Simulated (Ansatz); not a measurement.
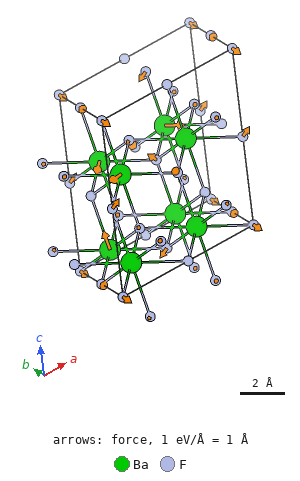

Starting geometry of a defect cell of composition Ba8F15 (cell charge +1) with the computed forces as orange arrows. A ball-and-stick model of the cell of the calculation (origin shifted), seen slightly off an axis.

Computed with DFT, PBE, plane-wave PAW, default files, scalar-relativistic in Ansatz.

Input
```yaml
crystal:
  lattice:
    - [0.0, 6.225730817, 6.225730817]
    - [6.225730817, 0.0, 6.225730817]
    - [6.225730817, 6.225730817, 0.0]
  atoms:
    - { symbol: Ba, position: [0.0, 0.0, 0.0] }
    - { symbol: Ba, position: [0.0, 0.0, 0.5] }
    - { symbol: Ba, position: [0.0, 0.5, 0.0] }
    - { symbol: Ba, position: [0.0, 0.5, 0.5] }
    - { symbol: Ba, position: [0.5, 0.0, 0.0] }
    - { symbol: Ba, position: [0.5, 0.0, 0.5] }
    - { symbol: Ba, position: [0.5, 0.5, 0.0] }
    - { symbol: Ba, position: [0.5, 0.5, 0.5] }
    - { symbol: F, position: [0.125, 0.125, 0.625] }
    - { symbol: F, position: [0.125, 0.625, 0.125] }
    - { symbol: F, position: [0.125, 0.625, 0.625] }
    - { symbol: F, position: [0.625, 0.125, 0.125] }
    - { symbol: F, position: [0.625, 0.125, 0.625] }
    - { symbol: F, position: [0.625, 0.625, 0.125] }
    - { symbol: F, position: [0.625, 0.625, 0.625] }
    - { symbol: F, position: [0.375, 0.375, 0.375] }
    - { symbol: F, position: [0.375, 0.375, 0.875] }
    - { symbol: F, position: [0.375, 0.875, 0.375] }
    - { symbol: F, position: [0.375, 0.875, 0.875] }
    - { symbol: F, position: [0.875, 0.375, 0.375] }
    - { symbol: F, position: [0.875, 0.375, 0.875] }
    - { symbol: F, position: [0.875, 0.875, 0.375] }
    - { symbol: F, position: [0.875, 0.875, 0.875] }
total_charge: 1
kpoints:
  mp_grid: { grid: [3, 3, 3] }
scf:
  occupations: { method: fermi_dirac, width: 0.01 }
hamiltonian:
  xc: pbe
  pseudopotentials: { kind: paw }
output:
  forces: true
  stress: true
  populations: true
  efg: { quadrupole_moments_barn: { Ba: 0.236 }, contact_densities: true }
relax:
  f_tol: 0.03
  max_steps: 40
```

Run as
```bash
ansatz run input.yaml --threads 1 --pin off --max-ram 2560MiB --backend cpu --events-out ev --progress --plain --runs-dir out
```

### What follows when this structure is relaxed?

It isn't relaxed: the largest force vector, on Ba atoms, is 1.01 eV/Å. The atoms end up moving mostly along the starting forces (cosine between the two patterns 0.86). The largest moves, 0.17 Å, are those of F17, F18, F19, F20, F21 and F22. F21 goes along [1 −1 1]. Largest moves by element: F 0.17 Å, Ba 0.10 Å. The lattice vectors keep their values. Among the contacts that change: Ba4–F20 2.696 → 2.805 Å, Ba1–F23 2.696 → 2.598 Å, Ba1–F19 2.696 → 2.639 Å, Ba1–F10 2.696 → 2.659 Å. Among the angles between lasting bonds that change: Ba1–F21–Ba3 109.5° → 119.6°, Ba4–F21–Ba7 109.5° → 104.6°, Ba2–F13–Ba5 109.5° → 105.9°. After 4 geometry steps the energy has fallen by 0.507 eV per cell of the calculation. The largest force component goes from 0.6 to 0.018 eV/Å.

Limits of the set-up: the cell is charged, on a uniform background, and energies carry no finite-size correction.
